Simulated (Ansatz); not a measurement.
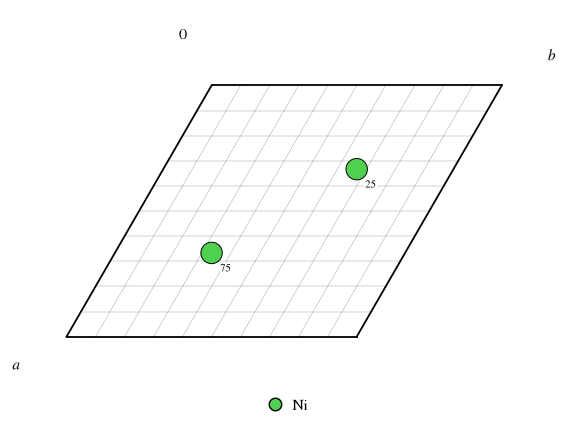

Plan of a unit cell projected along c (a down the page, b across); the numbers are heights in hundredths of c, and atoms on the cell's edges are repeated. The grid marks tenths of a and b. Source: the input geometry of an electronic-structure calculation (not necessarily at equilibrium); the starting structure was generated, so it need not be a known form of this composition. The drawing is computed from the coordinates (standard cell, symmetry found to 0.002 Å).

a = 2.526 Å, b = 2.526 Å, c = 4.156 Å, α = 90.00°, β = 90.00°, γ = 120.00°.

Question: What does the cell contain?

Answer: 2 Ni: Ni, Z = 2.

Question: Which space group?

Answer: P6₃/mmc (No. 194), primitive hexagonal.

Question: Give the independent sites, coordinates to two places.

Answer:
```tsv
atom	site	symmetry	x	y	z
Ni	2c	-6m2	0.33	0.67	0.25
```
